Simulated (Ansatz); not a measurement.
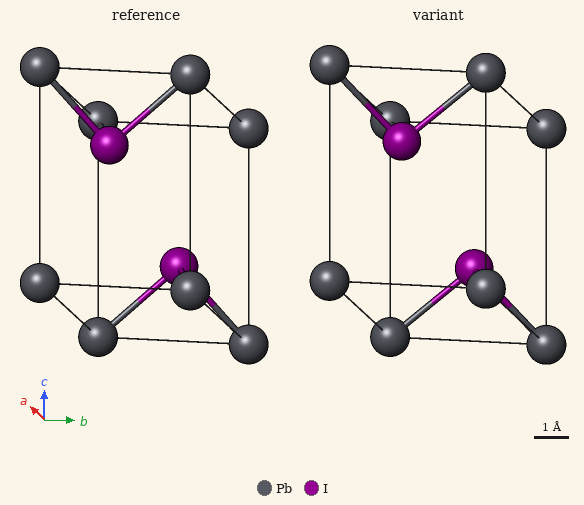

Left: a crystal of PbI2 (built on the measured structure type). Right: the same structure after one change, at the same scale. A ball-and-stick model of the cell of the calculation, seen from a free direction.

Level of theory: DFT, r2SCAN, plane waves, PAW in Ansatz 0.2.0. Set-up: plane-wave cutoff 500 eV; k-point mesh 6 × 6 × 4; occupations fixed; no spin polarisation.

Question: What distinguishes the right structure from the left one?

Answer: The cell is strained by 0.0 % along c and +3.8 % across it (volume +7.8 %) and the I atoms are displaced by 0.08 Å relative to the cell. No relaxation follows.

Question: What does the change do?

Answer: It lowers the energy by 1.0 meV per atom. Pressure: 0.7 GPa before, −0.3 GPa after. The principal stresses (compression positive) are 0.1 GPa along c and −0.6 GPa across it. The forces stay under 0.01 eV/Å. Near-neighbour distances before and after: I–Pb 3.237 → 3.273 Å. The space group stays P-3m1 (No. 164).
